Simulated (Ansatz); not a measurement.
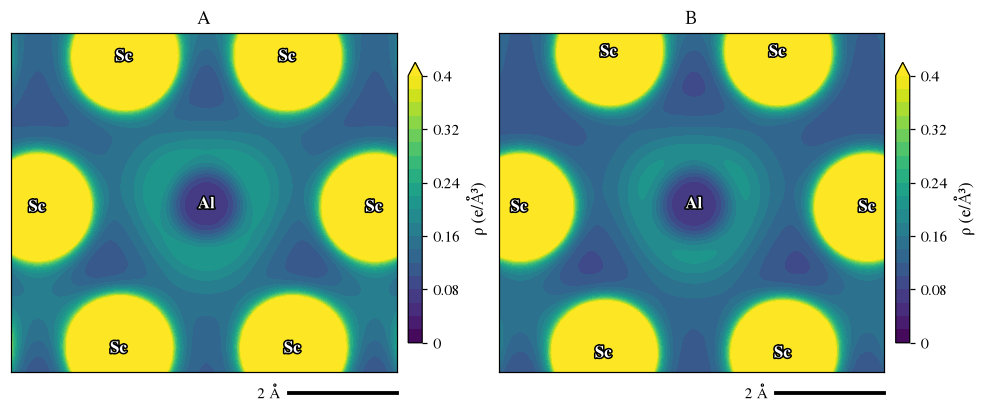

Sc$_{3}$Al. The valence pseudo-density of two cells that differ in size, on the (001) plane of each (indices in the axes of the calculation cell), at one length scale and on one colour scale; one has 21.0 and the other 23.1 Å³ an atom.

Space group P6₃/mmc; a structure from a database of computed crystals, not necessarily the ambient phase.

Theory: Ansatz 0.2.0, DFT PBEsol, scalar-relativistic, plane waves, PAW.

The larger cell:

```
Sc Al
1.0
     6.43738    0.00000    0.00000
    -3.21869    5.57493    0.00000
     0.00000    0.00000    5.13976
Sc Al
6 2
Direct
  0.82834 0.17166 0.75000
  0.34332 0.17166 0.75000
  0.82834 0.65668 0.75000
  0.17166 0.82834 0.25000
  0.65668 0.82834 0.25000
  0.17166 0.34332 0.25000
  0.66667 0.33333 0.25000
  0.33333 0.66667 0.75000
```

The smaller cell: a = 6.237 Å, b = 6.237 Å, c = 4.978 Å, α = 90.00°, β = 90.00°, γ = 120.00°.

Q: Which is the denser cell? Describe the effect of the change.

A: Panel A is the smaller cell, by 9 % in volume. From the larger cell to the smaller, Sc–Sc goes from 3.12 to 3.02 Å, and the density at its midpoint from 0.12 to 0.13 e/Å³; Sc–Al goes from 3.22 to 3.12 Å, and the density at its midpoint from 0.14 to 0.16 e/Å³; the pressure goes from −5 to 0.0 GPa.
